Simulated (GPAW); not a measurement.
BP (F-43m): how ε∞ follows the gap

The empty bands of BP (F-43m) are shifted up rigidly by Δ, and ε∞ is computed for each shift.

Symmetry: F-43m, No. 216, cubic system. Conventional cell: a = 4.538 Å, b = 4.538 Å, c = 4.538 Å, α = 90.00°, β = 90.00°, γ = 90.00°. Around P on site c lie 4 B at 1.97 Å. Around B on site a lie 4 P at 1.97 Å.

Method: GPAW 26.7.0, PBE, RPA, k-mesh 15×15×15, local fields up to 70 eV, Lorentzian half width 0.12 eV.

Launch of the response step: `OMP_NUM_THREADS=1 python df.py`. The series took 69 s in all, its band step included, on 1 thread of Arm Neoverse V2 (shared host).

| Δ (eV) | ε∞ |
| --- | --- |
| 0.00 | ? |
| 0.25 | 8.518 |
| 0.50 | 8.242 |
| 0.75 | 7.987 |
| 1.00 | 7.751 |
| 1.50 | 7.327 |
| 2.00 | 6.955 |
| 3.00 | 6.335 |

With one effective transition at E₀ and fixed dipole strength, ε∞ − 1 = A/(E₀ + Δ), so 1/(ε∞ − 1) is linear in Δ.

Working, on the rows shown:

| x = Δ (eV) | y = 1/(ε∞ − 1) |
| --- | --- |
| 0.25 | 0.133014 |
| 0.5 | 0.138083 |
| 0.75 | 0.143123 |
| 1 | 0.148126 |
| 1.5 | 0.158053 |
| 2 | 0.167926 |
| 3 | 0.187441 |

Means: x̄ = 1.2857, ȳ = 0.15368. Σ(x − x̄)(y − ȳ) = 0.1099, Σ(x − x̄)² = 5.554. Slope = 0.1099 / 5.554 = 0.01979; intercept = ȳ − slope · x̄ = 0.12824. Turned back into ε∞, the line misses the rows shown by at most 0.0098.

**Question.** What does the fit predict for the withheld row, and how well does it do?

**Answer.** At x = 0 the line gives y = 0.12824, that is 8.798. The run gave 8.816, so the extrapolation is off by 0.018, 0.7 % of the range in the table.

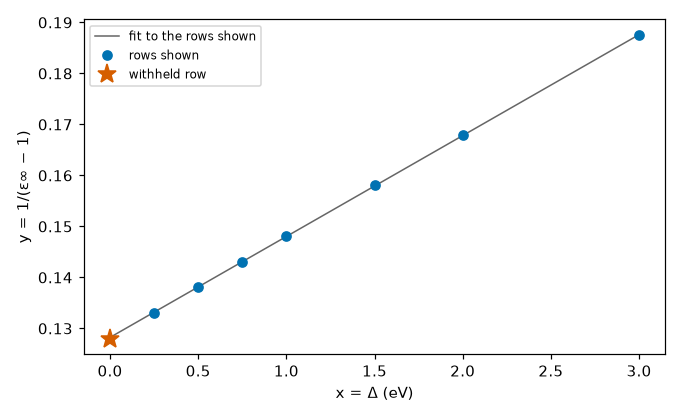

Refitted with all rows, the slope is 0.01984 and the intercept 0.12815. These give E₀ = intercept/slope = 6.5 eV, far above the least direct gap of 3.41 eV: most of the screening comes from transitions well over the edge. Over the first step ε∞ falls by 14 % per eV. Excitons are left out; PBE gaps are as a rule too small. The values come from a sum over the points of one k-mesh and carry its error, which grows as the direct gap shrinks.
